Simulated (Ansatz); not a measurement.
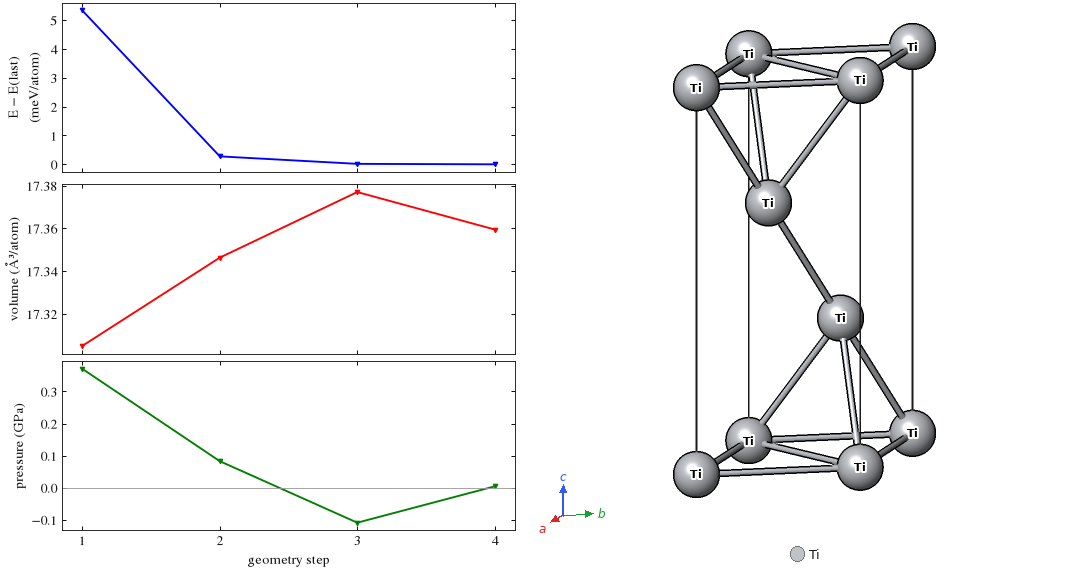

Beside the plot: the structure at the start.

History of a geometry optimisation. Atoms and cell relax. A closing SCF on a freshly chosen basis isn't drawn.

Ti (R-3m, 3 atoms in the cell); DFT r2SCAN, scalar-relativistic, plane waves, PAW in Ansatz; cutoff 500 eV, 18×18×7 k-mesh, Gaussian smearing of 0.1 eV.

> How did it end, and what did it gain?

The optimisation met its thresholds at geometry 4, counting the start as the first. The energy fell by about 5.3 meV/atom from the first step to the last. All forces vanish by symmetry, so only the cell moves.

> Was the starting cell too large or too small?

The volume grows from 17.31 to 17.36 Å³ per atom (+0.3 %), overshooting to 17.38 at step 3, as the pressure goes from 0.37 GPa to about 0 GPa. The start was compressed.
